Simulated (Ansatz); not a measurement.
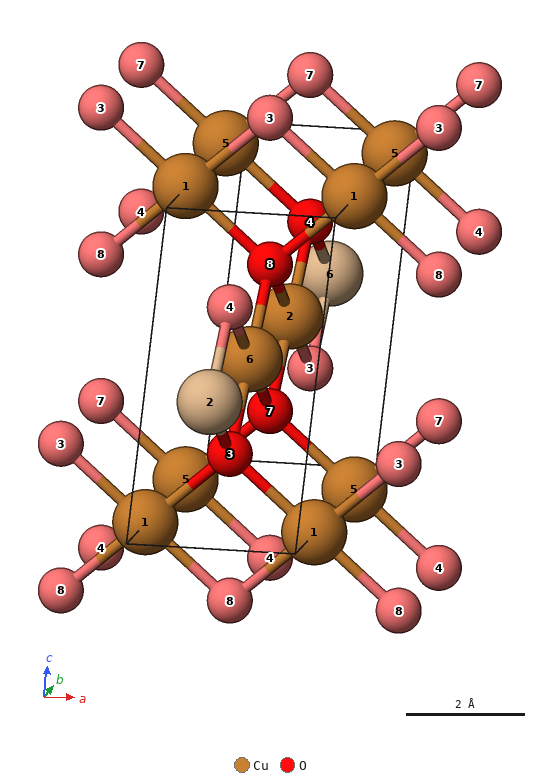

Figure 1. The structure as given in the input (ball-and-stick view of the reduced cell, seen slightly off an axis; neighbours outside the cell are drawn fainter; atoms are numbered from 1 in the order of the input).

**Run report: CuO, single-point calculation (part 1 of 3)**

CuO (8 atoms in the cell), computed with DFT PBE, scalar-relativistic, plane waves, PAW, spin-polarised (Ansatz 0.2.0).

The structure derives from an entry of the Crystallography Open Database. Figures and captions count atoms from 1; the log counts them from 0 in places.

What the program printed
```
Engine: ansatz 0.2.0, aarch64-unknown-linux-gnu
Pseudopotentials: kind: paw
Pseudopotential: Cu, paw, valence charge 19, recommended cutoff 420 eV (normal), Cu.paw.azcp
Pseudopotential: O, paw, valence charge 6, recommended cutoff 420 eV (normal), O.paw.azcp
Functional definition: PBE
  parameter kappa = 0.804
  parameter beta = 0.06672455060314922
  exchange = pbe_x(kappa = kappa, mu = beta*pi^2/3)
  correlation = pbe_c(beta = beta)
Crystal: 8 atoms, lattice volume = 89.573 Å³
Basis set: ecut = 420 eV, 1713 PW (Γ), exchange–correlation on 40×80×90 points (8 copies of the dense FFT grid, shifted against one another)
Bands: 63, of which v1, the nominal top of the filled ones, is band 50 counted from 1 (49 counted from 0)
Symmetry: 2 space group operations
Space group: P-1 (ITA 2), of the structure as read, at distance tolerance 4.5e-5 Å
Magnetic group: BNS 2.7 (UNI 7), of the structure as read, at distance tolerance 4.5e-5 Å
k-points: 184 of 360
Non-local potential: Cu, projectors of the file, l = 0: 3, l = 1: 2, l = 2: 3, l = 3: 1
Non-local potential: O, projectors of the file, l = 0: 2, l = 1: 2, l = 2: 1
PAW form: soft (Blöchl's): semilocal exchange-correlation on the pseudo side does not see the compensation charge
PAW one-centre angular grid: Cu, 590 points (default); XC on 64 Gauss nodes
PAW one-centre angular grid: O, 110 points (default); XC on 64 Gauss nodes
Initial density: superposition of atomic densities (chi_scale 0.1, normalization cell, long waves kept (reshape's long-wave potential 0.00 eV rms))
Starting moments: Σ|m| = 4 μB on 4 of 8 sites
Starting magnetic order: antiferromagnet; a translation exchanges its spin sublattices: spin-degenerate at every k-point
Initial wavefunctions: pseudopotential atomic-orbital guess
Functional: x = pbe(κ = 0.804, μ = 0.2195149727645171), c = pbe(β = 0.06672455060314922)
the translation (0.5, 0, 0.5) carries every atom to within crystal.symmetry.tolerance of an atom of its element with the starting moment reversed, but both spin channels are solved: the dense FFT box has an odd point count along it
iter 1 solved again at ethr=5.77e-4 eV; its pass at ethr=3.10e-3 eV (dr2=5.77e-1 eV) is discarded
```
